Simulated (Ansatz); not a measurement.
# Single-point calculation of GaN

The run: single-point calculation of GaN (Cm, 2 atoms in the cell). Method and program: DFT r2SCAN, scalar-relativistic, plane waves, PAW, no spin polarisation (Ansatz 0.2.0).

The structure derives from a Materials Project entry. It belongs to a series of runs on one base structure; here: atom 1 (Ga) moved by (-0.150, +0.000) A along [1 1 0] and z. Figures and captions count atoms from 1; the log counts them from 0 in places.

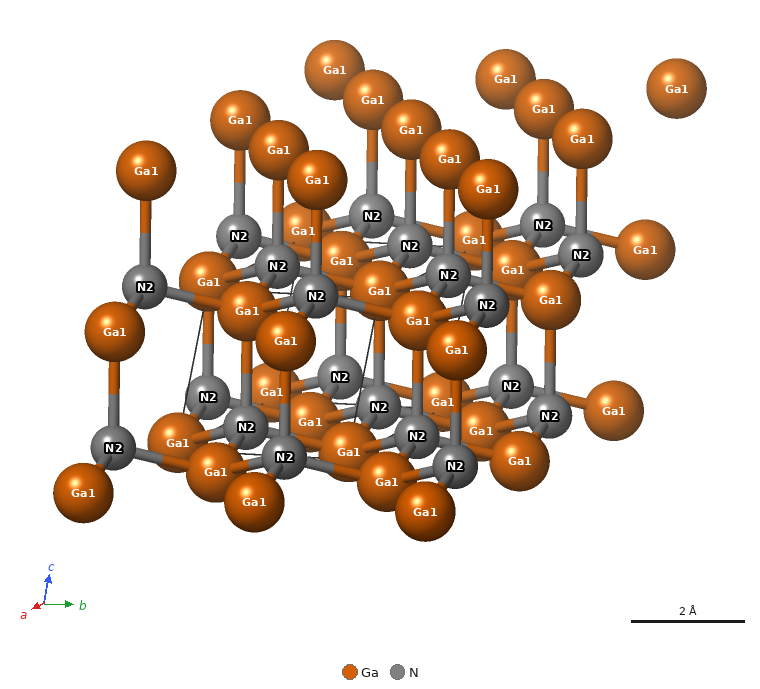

The input geometry (ball-and-stick view of the cell 2 times as large as that of the calculation, set on its symmetry axes, repeated 2 × 2 × 2, seen slightly off an axis; atoms are numbered from 1 in the order of the input). An atom can appear more than once, as a periodic image. Near neighbours in the periodic cell (some may lie outside the picture): Ga has 4 N at 1.83 to 2.08 Å; N has 4 Ga at 1.83 to 2.08 Å.

Input:
```yaml
crystal:
  lattice:
    - [0.0, 2.2535006075, 2.2535006075]
    - [2.2535006075, 0.0, 2.2535006075]
    - [2.2535006075, 2.2535006075, 0.0]
  atoms:
    - { symbol: Ga, position: [0.0, 0.0, -0.0470672237] }
    - { symbol: "N", position: [0.75, 0.75, 0.75] }
basis:
  ecutwfc: 500
kpoints:
  mp_grid: { grid: [10, 10, 10] }
hamiltonian:
  xc: r2scan
scf:
  occupations: { method: gaussian, width: 0.05 }
output:
  forces: true
  stress: true
  eigenvalues: true
  write_density: true
  write_potential: true
  elf: true
  volumetric_format: npy
```

Machine: 1 thread of Intel Xeon @ 2.50GHz (Skylake/Cascade Lake), 189 GiB of memory available, shared host.

Launch command:
```bash
ansatz run input.yaml --threads 1 --pin off --max-ram 2560MiB --backend cpu --events-out ev --progress --plain --runs-dir out
```

Output:
```
Engine: ansatz 0.2.0, x86_64-unknown-linux-gnu
Pseudopotentials: kind: paw
Pseudopotential: Ga, paw, valence charge 13, recommended cutoff 500 eV (meta_gga), Ga.paw.azcp
Pseudopotential: N, paw, valence charge 5, recommended cutoff 500 eV (meta_gga), N.paw.azcp
Functional definition: r2SCAN
  parameter k0 = 0.174
  parameter k1 = 0.065
  parameter a1 = 4.9479
  exchange = r2scan_x(k0 = k0, k1 = k1, a1 = a1)
  correlation = r2scan_c
Crystal: 2 atoms, lattice volume = 22.888 Å³
Basis set: ecut = 500 eV, 561 PW (Γ), exchange–correlation on 96×96×96 points (64 copies of the dense FFT grid, shifted against one another)
Bands: 13, of which v1, the nominal top of the filled ones, is band 9 counted from 1 (8 counted from 0)
Symmetry: 2 space group operations
Space group: Cm (ITA 8), of the structure as read, at distance tolerance 2.8e-5 Å
k-points: 282 of 1000 (time reversal used)
Non-local potential: Ga, projectors of the file, l = 0: 2, l = 1: 2, l = 2: 3, l = 3: 1
Non-local potential: N, projectors of the file, l = 0: 2, l = 1: 2, l = 2: 1
PAW form: soft (Blöchl's): semilocal exchange-correlation on the pseudo side does not see the compensation charge
PAW frozen core: Ga, regenerated for the run's functional (the file was generated under x = pbe(κ = 0.804, μ = 0.2195149727645171), c = pbe(β = 0.06672455060314922))
PAW frozen core: N, regenerated for the run's functional (the file was generated under x = pbe(κ = 0.804, μ = 0.2195149727645171), c = pbe(β = 0.06672455060314922))
PAW one-centre angular grid: Ga, 590 points (default); XC on 160 Gauss nodes
PAW one-centre angular grid: N, 302 points (default); XC on 160 Gauss nodes
Initial density: superposition of atomic densities (neutral atoms: chi_scale 0, normalization atom), corrected by the library's trained network
Initial wavefunctions: pseudopotential atomic-orbital guess
Functional: x = r2scan, c = r2scan; τ floored in thin density (d = 2e-4 eV/Å³)
SCF iter   1: F=—  HF=-4176.197583 eV  |F-HF|=—  |Δ(HF+E_count)|=         —  Δρ=1.24e-2  dr2=1.37e-2  dr2_τ=9.68e-2  ethr=1.77e-3  ⟨swp⟩=4.9  Hψ=18687  notcnv=0
preconditioner: auto → none  [insulator: Δε(μ)=1.862 eV  Ē_g=19.894 eV  σ=0.050 eV  W_gap=1.00  n_scr=8 (ndim 8)  ℏωp=32.9 eV  f_vac=0.001  D(μ)=0.00/eV (n_scr^D=0)  ε∞_Penn≈3.7]
SCF iter   2: F=—  HF=-4176.228445 eV  |F-HF|=—  |Δ(HF+E_count)|=   3.09e-2  Δρ=4.53e-3  dr2=2.84e-3  dr2_τ=1.01e-4  ethr=7.60e-5  ⟨swp⟩=2.0  Hψ=9588  notcnv=0
SCF iter   3: F=—  HF=-4176.228532 eV  |F-HF|=—  |Δ(HF+E_count)|=   8.77e-5  Δρ=3.13e-3  dr2=7.31e-4  dr2_τ=5.97e-5  ethr=1.58e-5  ⟨swp⟩=2.0  Hψ=7012  notcnv=0
SCF iter   4: F=—  HF=-4176.228614 eV  |F-HF|=—  |Δ(HF+E_count)|=   8.21e-5  Δρ=7.52e-4  dr2=1.04e-4  dr2_τ=3.16e-5  ethr=4.06e-6  ⟨swp⟩=3.0  Hψ=6217  notcnv=0
SCF iter   5: F=—  HF=-4176.228603 eV  |F-HF|=—  |Δ(HF+E_count)|=   1.18e-5  Δρ=1.42e-4  dr2=4.43e-6  dr2_τ=2.45e-7  ethr=5.77e-7  ⟨swp⟩=2.1  Hψ=4745  notcnv=0
SCF iter   6: F=—  HF=-4176.228604 eV  |F-HF|=—  |Δ(HF+E_count)|=   9.61e-7  Δρ=9.56e-5  dr2=2.02e-6  dr2_τ=1.14e-7  ethr=2.46e-8  ⟨swp⟩=2.0  Hψ=5500  notcnv=0
SCF iter   7: F=—  HF=-4176.228603 eV  |F-HF|=—  |Δ(HF+E_count)|=   2.70e-7  Δρ=4.65e-5  dr2=4.84e-7  dr2_τ=5.44e-9  ethr=1.12e-8  ⟨swp⟩=1.0  Hψ=3666  notcnv=0
SCF iter   8: F=-4176.228603 eV  HF=-4176.228603 eV  |F-HF|=1.49e-8  |Δ(HF+E_count)|=   8.69e-8  Δρ=1.01e-5  dr2=2.39e-8  dr2_τ=2.14e-10  ethr=5.56e-10  ⟨swp⟩=5.9  Hψ=19693  notcnv=0
SCF 1 converged in 8 iterations: F = -4176.228603 eV  dr2 = 2.39e-8
  greatest PAW one-centre occupation: 0.995 electrons in one spin orbital (limit 2), on the Ga atom at site 0 (counted from 0), in its partial waves of l = 2
SCF converged after 8 iterations
Free energy (F): -4176.228603 eV
Harris-Foulkes:  -4176.228603 eV  (|F-HF|=1.49e-8)
Internal energy: -4176.228603 eV  (E = F + TS)
E sigma→0 (E₀):  -4176.228603 eV
Fermi energy:    10.557199 eV
--- Per-component energies (eV) ---
  E_band       = -16.981683
  E_kinetic    = 247.093342
  E_local      = -1956.485353  (includes V_loc(G=0)·N_el)
  E_nonlocal   = 476.282090
  E_hartree    = 901.854861
  E_xc         = -121.781743
  E_vxc        = -143.652006  (∫ρ·V_xc dr)
  E_paw        = -2137.007475  (= ΣΔE_a)
  E_vpaw       = -451.785437  (= ΣTr[D̂ρ^β])
  E_aug_tail   = -0.000023  (compensation charges beyond the density's cutoff)
  E_vtau       = 7.857889  (kinetic-family band-sum trace: ∫τ·v_τ [+ j·A + Jᵃ·Aᵃ] dr)
  E_ewald      = -1585.501667
  E_core_change = -0.682634  (= ΣΔE_core)
  E_smearing   = -0.000000  (= −TS)
  E_closure    = -0.000000  (closes the sum)
  Σ components = -4176.228603   (vs F -4176.228603, Δ=0.00e0)
--- Forces (eV/Å), atoms counted from 1 ---
  atom   1  Ga     1.38230724     1.38230724     0.62668707
  atom   2  N     -1.38231407    -1.38231407    -0.62669213
  max |Σ_I F_I| component: 6.83e-6 eV/Å
--- Stress (GPa, compression-positive) ---
        0.612675       3.012550       6.361457
        3.012550       0.612675       6.361457
        6.361454       6.361454       2.276784
  P = ⅓ Tr σ = 1.1674 GPa (11.674 kbar)
--- Band table (eV; the first three rows and the last of 282) ---
  k-point 0: bands = ["-7.4346", "-4.5864", "-4.5501", "-4.4837", "-4.2222", "-4.2152", "9.0317", "9.4068", "9.6069", "11.5075", "20.3004", "20.3597", "20.7616"]
  k-point 1: bands = ["-7.3343", "-4.5794", "-4.5397", "-4.4316", "-4.2232", "-4.2158", "8.4680", "8.9618", "9.3222", "12.3843", "19.7510", "20.4443", "20.9404"]
  k-point 2: bands = ["-7.0796", "-4.5572", "-4.5161", "-4.2495", "-4.2218", "-4.2133", "6.6439", "8.7043", "9.1134", "13.4960", "18.9371", "20.4878", "21.1737"]
  k-point 281: bands = ["-6.4136", "-4.4359", "-4.4276", "-4.1643", "-4.1520", "-3.0093", "1.8337", "8.1370", "8.6058", "14.7540", "18.8203", "20.1590", "21.0348"]
```

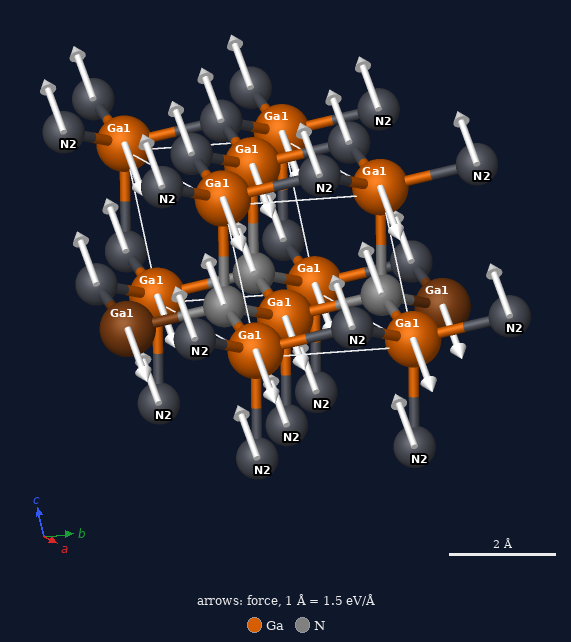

Forces on the atoms as white arrows (ball-and-stick view of the cell 2 times as large as that of the calculation, set on its symmetry axes, seen slightly off an axis; neighbours outside the cell are drawn fainter; atoms are numbered from 1 in the order of the input). The largest act on N2 (2.05 eV/Å); Ga1 (2.05 eV/Å). The geometry is not a stationary point of this energy.

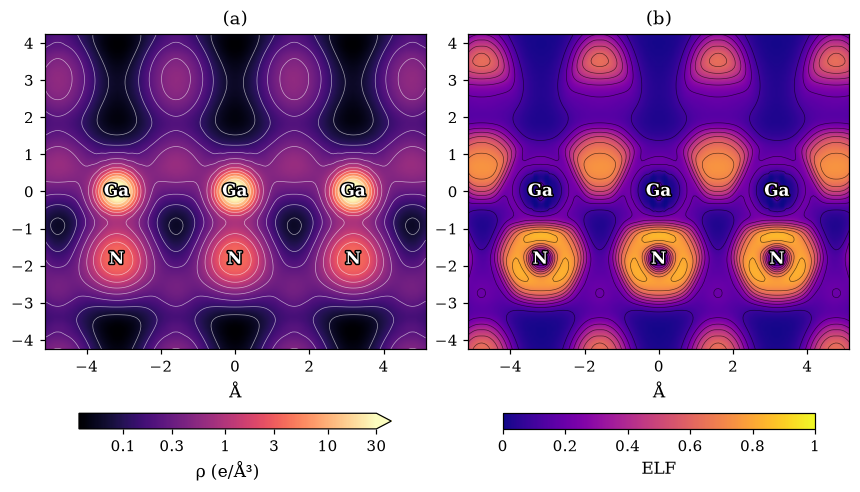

(a) valence electron density; (b) ELF on the (101) plane of the conventional cell. Atoms in the plane: Ga and N. Ga–N (1.83 Å): the density is about 0.93 e/Å³ at the midpoint; the ELF is about 0.50 at the midpoint. Away from the nuclei the density in this plane falls to 0.04 e/Å³ at its lowest. Core electrons are frozen (PAW), so the fields are smoothed inside the atomic spheres.

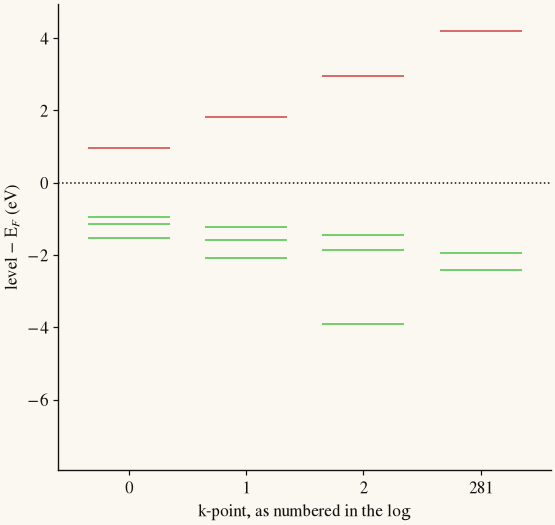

Kohn–Sham levels near the Fermi level (dotted) at the few k-points that the log prints; levels within 0.02 eV of each other stand side by side. Among these points the highest filled and lowest empty levels are 1.90 eV apart, which is the gap on the mesh.

Key numbers:

| quantity | value |
| --- | --- |
| outcome | converged |
| space group (tolerance 0.01 Å) | Cm (8) |
| electrons treated | 18 |
| free energy | −4176.2286 eV |
| Fermi energy | 10.557 eV |
| gap on the k-point mesh | 1.90 eV |
| pressure | 1.17 GPa |
| largest force (length of the vector) | 2.053 eV/Å |
| wall time | 39 s |
| peak memory | 0.48 GiB |
